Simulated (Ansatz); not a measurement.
Li

```xyz
4
Lattice="4.1770 0.0000 0.0000 0.0000 4.1770 0.0000 0.0000 0.0000 4.1770" Properties=species:S:1:pos:R:3 pbc="T T T"
Li    0.0000    0.0000    0.0000
Li    2.0885    2.0885    0.0000
Li    2.0885    0.0000    2.0885
Li    0.0000    2.0885    2.0885
```

Space group Fm-3m; computed without spin polarisation.

All numbers below come from DFT PBE+D3(BJ), scalar-relativistic, plane waves, PAW (Ansatz 0.2.0).

Q: What will maps of the valence pseudo-density and electron localisation function show?

A: Li–Li (2.95 Å): ρ at the midpoint is about 0.06 e/Å³; the ELF reaches about 0.55 near the midpoint.

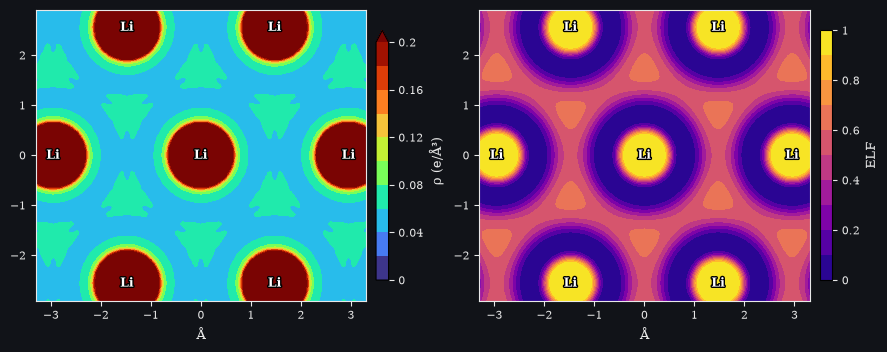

Computed valence pseudo-density and electron localisation function on the (111) plane of the conventional cell, in this order. 
